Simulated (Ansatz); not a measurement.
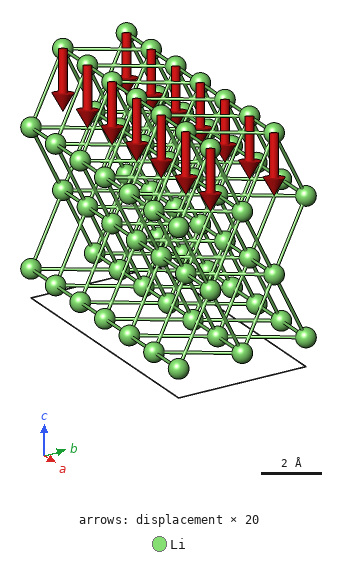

A constrained relaxation of a slab of composition Li (cut from the Im-3m phase). The starting structure is drawn; red arrows show the displacements, magnified 20 times.

The picture is a ball-and-stick view of the 1 × 2 repeat of the cell, outlined in the plane, without the vacuum, seen slightly off an axis.

Case: flat (1 1 0) slab. 12 atoms are held fixed.

Theory: DFT PBEsol, scalar-relativistic, plane waves, PAW (Ansatz). (plane-wave cutoff 420 eV; k-point mesh 3 × 14 × 1; occupations gaussian; smearing width 0.1 eV; no spin polarisation; dipole correction; atoms relaxed in a fixed cell; force threshold 0.02 eV/Å; at most 45 steps)

Question: What happened in the run?

Answer: After 1 geometry step the energy has fallen by 23.5 meV per cell of the calculation. Largest force component: 0.073 eV/Å at the start, 0.011 eV/Å at the end. The largest moves, 0.11 Å, are those of Li atoms. The lattice vectors keep their values. Among the contacts that change: Li–Li 2.971 → 2.888 Å. Bond angles that change, for instance: Li–Li–Li 70.5° → 72.9°.
